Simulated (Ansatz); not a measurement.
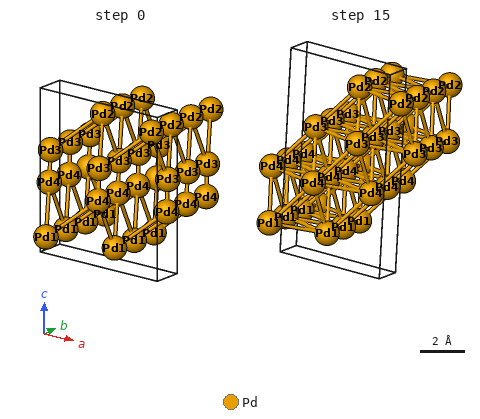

The structure of solid Pd (built on the F_12 type) (coarse preliminary run) before (left) and after (right) a relaxation, at one scale.

The picture is a ball-and-stick view of the conventional cell (2 times the calculation's cell), repeated 1 × 3 × 1 with one cell outlined, seen slightly off an axis. Lengths and directions refer to the drawn axes.

Case: F type (C2/m, No. 12).

Level of theory: DFT PBE, scalar-relativistic, plane waves, PAW in Ansatz 0.2.0. Set-up: plane-wave cutoff 420 eV; k-point mesh 6 × 6 × 4; occupations gaussian; smearing width 0.1 eV; no spin polarisation; cell and atoms relaxed; force threshold 0.04 eV/Å; at most 70 steps.

Question: What changed between the two?

Answer: The largest moves relative to the cell, 0.96 Å, are those of Pd3 and Pd4. Pd4 goes roughly along −a. Cell: a 5.656 → 4.805 Å (−15.0 %), b 3.373 → 2.767 Å (−18.0 %), c 7.490 → 9.353 Å (+24.9 %), β 102.2° → 100.1°. Volume −12.4 %. Some distances before and after: Pd1–Pd2 1.481 → 2.806 Å, Pd3–Pd4 1.487 → 2.787 Å, Pd3–Pd4 (another image) 3.811 → 2.796 Å, Pd1–Pd2 (another image) 3.805 → 2.815 Å. New bonds form: Pd1–Pd2 (3.81 → 2.81 Å), Pd3–Pd4 (3.81 → 2.80 Å). Among the angles between lasting bonds that change: Pd2–Pd3–Pd4 127.1° → 179.8°, Pd1–Pd2–Pd3 147.1° → 111.0°, Pd2–Pd3–Pd4 143.1° → 120.5°. The space group stays C2/m (No. 12). Over 13 accepted moves (15 points after the start) the energy falls by 13718 meV per atom. Largest force component: 120 eV/Å at the start, 0.0035 eV/Å at the end. Pressure: 258.24 GPa at the start and −0.01 GPa at the end. The SCF was repeated twice at an unchanged geometry on a basis and grid sized afresh for the cell, which shifted the energy by 19.6 meV per atom at most.
